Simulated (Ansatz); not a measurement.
## Mending a single-point calculation on SnO$_{2}$

System: SnO$_{2}$ (Amm2, 6 atoms in the cell).
Method of the first run: DFT, PBE, plane waves, PAW, no spin polarisation (Ansatz 0.2.0).

The structure derives from an entry of the Crystallography Open Database. The run did not end well. Text and figures count atoms from 1; the logs count them from 0 in places.

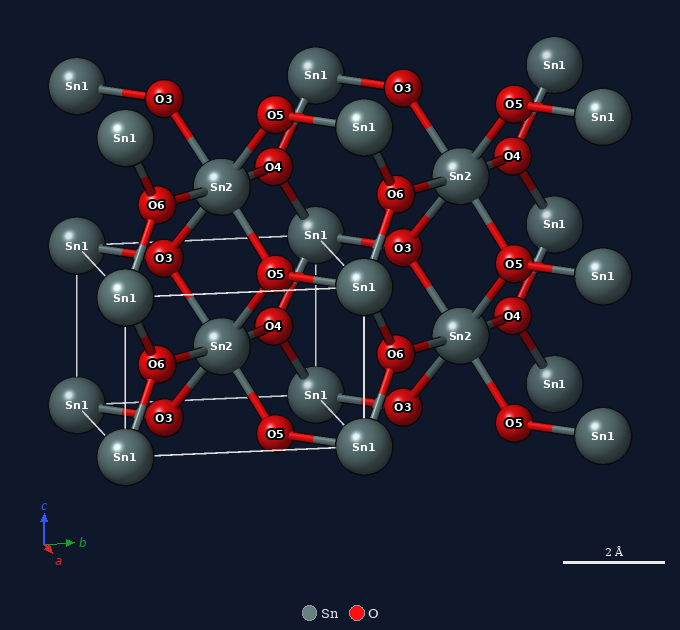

Fig. 1: The input geometry (ball-and-stick view of the cell of the calculation, repeated 1 × 2 × 2, seen slightly off an axis; atoms are numbered from 1 in the order of the input). An atom can appear more than once, as a periodic image. Near neighbours in the periodic cell (some may lie outside the picture): Sn has 6 O at 2.06 to 2.12 Å; O has 3 Sn at 2.06 to 2.12 Å.

Input, the first run:
```yaml
crystal:
  lattice:
    - [4.8277050007, 0.0, 0.0]
    - [0.0, 4.8277050007, 0.0]
    - [0.0, 0.0, 3.2379909335]
  atoms:
    - { symbol: Sn, position: [0.0006086894, 0.0006086894, 0.0] }
    - { symbol: Sn, position: [0.5045608207, 0.5045608207, 0.5] }
    - { symbol: O, position: [0.3050028429, 0.3050028429, 0.0] }
    - { symbol: O, position: [0.1758186915, 0.7890288649, 0.5] }
    - { symbol: O, position: [0.6917926695, 0.6917926695, 0.0] }
    - { symbol: O, position: [0.7890288649, 0.1758186915, 0.5] }
basis:
  ecutwfc: "50 eV"
kpoints:
  mp_grid: { grid: [6, 6, 8] }
hamiltonian:
  xc: pbe
scf:
  occupations: { method: gaussian, width: 0.05 }
  max_iter: 100
output:
  forces: true
  eigenvalues: true
  stress: true
```

Launched with:
```bash
ansatz run input.yaml --threads 2 --pin off --max-ram 5120MiB --backend cpu --events-out ev --progress --plain --runs-dir out
```

Hardware: 2 threads of Arm Neoverse V2, 24 GiB of memory available, shared host.

Output, shortened to warnings, some set-up lines, iterations and results (the first run):
```
Warning: basis.ecutwfc = 50 eV is below the records' recommended 420 eV, and the density's cutoff is lower with it unless basis.ecutrho_ratio is high enough to keep the records' density cutoff: compare with a run at a higher cutoff
Error: refused after 13 iterations: one_centre_occupation = 2.29e0 (threshold 2.00e0); read on the Sn atom at site 0 (counted from 0), in its partial waves of l = 1. The loop had accepted its state. The figure is how many electrons the atom's PAW partial-wave expansion lays in one spin orbital inside its sphere. Of a state that the partial waves describe, at an atom whose sphere does not reach …
Basis set: ecut = 50 eV, 63 PW (Γ), exchange–correlation on 24×24×16 points (8 copies of the dense FFT grid, shifted against one another)
Symmetry: 4 space group operations
k-points: 65 of 288 (time reversal used)
Initial density: superposition of atomic densities (neutral atoms: chi_scale 0, normalization atom), corrected by the library's trained network
[...]
SCF iter   1: F=—  HF=-13456.838043 eV  |F-HF|=—  |Δ(HF+E_count)|=         —  Δρ=1.32e0  dr2=1.22e3  ethr=1.77e-3  ⟨swp⟩=1.0  Hψ=3913  notcnv=0
SCF iter   2: F=—  HF=-12934.870823 eV  |F-HF|=—  |Δ(HF+E_count)|=    5.22e2  Δρ=2.03e-1  dr2=2.63e1  ethr=1.77e-3  ⟨swp⟩=7.9  Hψ=14455  notcnv=0  defer=94
SCF iter   3: F=—  HF=-12896.811471 eV  |F-HF|=—  |Δ(HF+E_count)|=    3.81e1  Δρ=5.02e-2  dr2=2.16e0  ethr=1.77e-3  ⟨swp⟩=5.5  Hψ=7073  notcnv=0  defer=92
SCF iter   4: F=—  HF=-12895.880336 eV  |F-HF|=—  |Δ(HF+E_count)|=   9.31e-1  Δρ=1.20e-2  dr2=1.45e-1  ethr=1.77e-3  ⟨swp⟩=2.6  Hψ=4411  notcnv=0  defer=93
SCF iter   5: F=—  HF=-12895.815634 eV  |F-HF|=—  |Δ(HF+E_count)|=   6.47e-2  Δρ=3.52e-3  dr2=1.89e-2  ethr=2.78e-4  ⟨swp⟩=2.8  Hψ=3800  notcnv=0  defer=92
SCF iter   6: F=—  HF=-12895.808806 eV  |F-HF|=—  |Δ(HF+E_count)|=   6.83e-3  Δρ=1.08e-3  dr2=2.16e-3  ethr=3.63e-5  ⟨swp⟩=2.5  Hψ=3311  notcnv=0  defer=91
SCF iter   7: F=—  HF=-12895.807971 eV  |F-HF|=—  |Δ(HF+E_count)|=   8.35e-4  Δρ=3.27e-4  dr2=1.51e-4  ethr=4.15e-6  ⟨swp⟩=2.3  Hψ=3326  notcnv=0  defer=91
SCF iter   8: F=—  HF=-12895.807906 eV  |F-HF|=—  |Δ(HF+E_count)|=   6.50e-5  Δρ=6.81e-5  dr2=5.46e-6  ethr=2.90e-7  ⟨swp⟩=2.5  Hψ=3362  notcnv=0  defer=91
SCF iter   9: F=—  HF=-12895.432011 eV  |F-HF|=—  |Δ(HF+E_count)|=   3.76e-1  Δρ=2.33e-4  dr2=3.37e-5  ethr=1.05e-8  ⟨swp⟩=3.6  Hψ=5187  notcnv=0  defer=91
SCF iter  10: F=—  HF=-12895.432007 eV  |F-HF|=—  |Δ(HF+E_count)|=   3.59e-6  Δρ=1.96e-4  dr2=2.41e-5  ethr=1.05e-8  ⟨swp⟩=1.0  Hψ=1991  notcnv=0  defer=91
SCF iter  11: F=—  HF=-12895.431999 eV  |F-HF|=—  |Δ(HF+E_count)|=   8.64e-6  Δρ=3.70e-5  dr2=1.07e-6  ethr=1.05e-8  ⟨swp⟩=2.0  Hψ=3476  notcnv=0  defer=91
SCF iter  12: F=—  HF=-12895.431998 eV  |F-HF|=—  |Δ(HF+E_count)|=   3.37e-7  Δρ=1.77e-5  dr2=2.38e-7  ethr=2.06e-9  ⟨swp⟩=1.0  Hψ=1989  notcnv=0  defer=91
SCF iter  13: F=-12895.431998 eV  HF=-12895.431998 eV  |F-HF|=3.32e-9  |Δ(HF+E_count)|=   9.72e-8  Δρ=1.34e-6  dr2=3.90e-9  ethr=1.92e-10  ⟨swp⟩=11.0  Hψ=9433  notcnv=0
Error: refused after 13 iterations: one_centre_occupation = 2.29e0 (threshold 2.00e0); read on the Sn atom at site 0 (counted from 0), in its partial waves of l = 1. The loop had accepted its state. The figure is how many electrons the atom's PAW partial-wave expansion lays in one spin orbital …
```

> What should be changed in this input?

The input was spoiled on purpose: a cutoff far too low (`basis.ecutwfc`). The plane-wave basis is far from complete, so energies, forces and above all the stress are wrong. The run did not converge: “refused after 13 iterations: one_centre_occupation = 2.29e0 (threshold 2.00e0); read on the Sn atom at site 0 (counted from 0), in its partial waves of l = 1. The loop had accepted its state. The figure is how many electrons the atom's PAW partial-wave expansion lays in one spin orbital inside its sphere …” Its last values are not results. Warnings of the run: the cutoff is below the recommended one.

A run of the same system that converges differs from this input as follows (lines with − go, lines with + come):
```diff
-  ecutwfc: "50 eV"
+  ecutwfc: 420
-  max_iter: 100
```

Output, shortened to warnings, some set-up lines, iterations and results (the second run):
```
Basis set: ecut = 420 eV, 1495 PW (Γ), exchange–correlation on 72×72×48 points (8 copies of the dense FFT grid, shifted against one another)
Symmetry: 4 space group operations
k-points: 65 of 288 (time reversal used)
Initial density: superposition of atomic densities (neutral atoms: chi_scale 0, normalization atom), corrected by the library's trained network
[...]
SCF iter   1: F=—  HF=-14317.914708 eV  |F-HF|=—  |Δ(HF+E_count)|=         —  Δρ=1.34e-3  dr2=6.16e-4  ethr=1.77e-3  ⟨swp⟩=6.1  Hψ=9139  notcnv=0  defer=8
SCF iter   2: F=—  HF=-14317.916647 eV  |F-HF|=—  |Δ(HF+E_count)|=   1.94e-3  Δρ=6.49e-4  dr2=1.23e-4  ethr=1.18e-6  ⟨swp⟩=2.2  Hψ=4308  notcnv=0  defer=16
SCF iter   3: F=—  HF=-14317.916916 eV  |F-HF|=—  |Δ(HF+E_count)|=   2.69e-4  Δρ=2.63e-4  dr2=3.33e-5  ethr=2.37e-7  ⟨swp⟩=2.9  Hψ=3978  notcnv=0
SCF iter   4: F=—  HF=-14317.916927 eV  |F-HF|=—  |Δ(HF+E_count)|=   1.12e-5  Δρ=5.45e-5  dr2=1.91e-6  ethr=6.40e-8  ⟨swp⟩=2.0  Hψ=2748  notcnv=0
SCF iter   5: F=—  HF=-14317.916929 eV  |F-HF|=—  |Δ(HF+E_count)|=   1.73e-6  Δρ=4.45e-5  dr2=1.19e-6  ethr=3.67e-9  ⟨swp⟩=2.1  Hψ=3047  notcnv=0
SCF iter   6: F=-14317.916929 eV  HF=-14317.916929 eV  |F-HF|=8.20e-8  |Δ(HF+E_count)|=   3.30e-8  Δρ=1.14e-5  dr2=5.94e-8  ethr=1.92e-10  ⟨swp⟩=6.7  Hψ=9472  notcnv=0
SCF 1 converged in 6 iterations: F = -14317.916929 eV  dr2 = 5.94e-8
SCF converged after 6 iterations
Free energy (F): -14317.916929 eV
Harris-Foulkes:  -14317.916929 eV  (|F-HF|=8.20e-8)
Internal energy: -14317.916929 eV  (E = F + TS)
E sigma→0 (E₀):  -14317.916929 eV
Fermi energy:    9.087809 eV
--- Per-component energies (eV) ---
  E_band       = -154.418964
  E_kinetic    = 1077.805218
  E_local      = -2959.505878  (includes V_loc(G=0)·N_el)
  E_nonlocal   = 133.781426
  E_hartree    = 1522.064190
  E_xc         = -1053.257755
  E_vxc        = -561.664899  (∫ρ·V_xc dr)
  E_paw        = -8928.158206  (= ΣΔE_a)
  E_vpaw       = -888.982958  (= ΣTr[D̂ρ^β])
  E_aug_tail   = 0.009837  (compensation charges beyond the density's cutoff)
  E_ewald      = -4110.655761
  E_smearing   = -0.000000  (= −TS)
  E_closure    = 0.000000  (closes the sum)
  Σ components = -14317.916929   (vs F -14317.916929, Δ=0.00e0)
--- Forces (eV/Å), atoms counted from 1 ---
  atom   1  Sn    -0.06823164    -0.06823164     0.00000000
  atom   2  Sn    -0.46766654    -0.46766654     0.00000000
  atom   3  O      0.01854699     0.01854699     0.00000000
  atom   4  O      0.26445977     0.23018732     0.00000000
  atom   5  O      0.02271529     0.02271529     0.00000000
  atom   6  O      0.23018732     0.26445977     0.00000000
  max |Σ_I F_I| component: 1.12e-5 eV/Å
--- Stress (GPa, compression-positive) ---
       -0.217759       0.146416       0.000000
        0.146416      -0.217759       0.000000
        0.000000       0.000000       0.173294
  P = ⅓ Tr σ = -0.0874 GPa (-0.874 kbar)
```

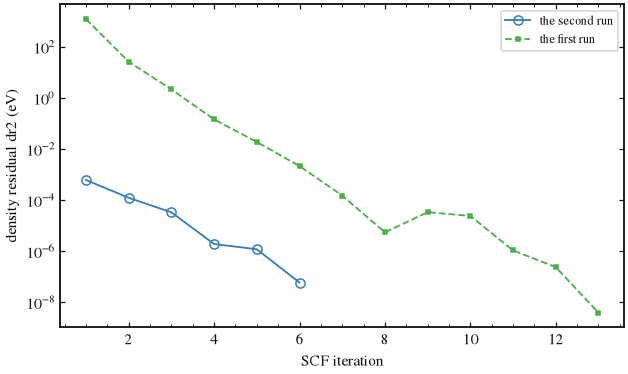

Fig. 2: Convergence of the two runs: density residual dr2 against the SCF iteration. The second run takes 6 iterations in all, and the first run stops after 13.

The two runs side by side:

| quantity | the first run | the second run |
| --- | --- | --- |
| outcome | not converged | converged |
| free energy per atom (eV) | – | −2386.3195 |
| gap on the mesh (eV) | – | 0.69 |
| pressure (GPa) | – | −0.09 |
| volume per atom (Å³) | – | 12.58 |
| largest force (eV/Å) | – | 0.661 |
| SCF iterations | – | 6 |
| irreducible k-points | – | 65 |
| plane waves at Γ | – | 1495 |
| wall time (shared host) | 1.4 s | 6.2 s |
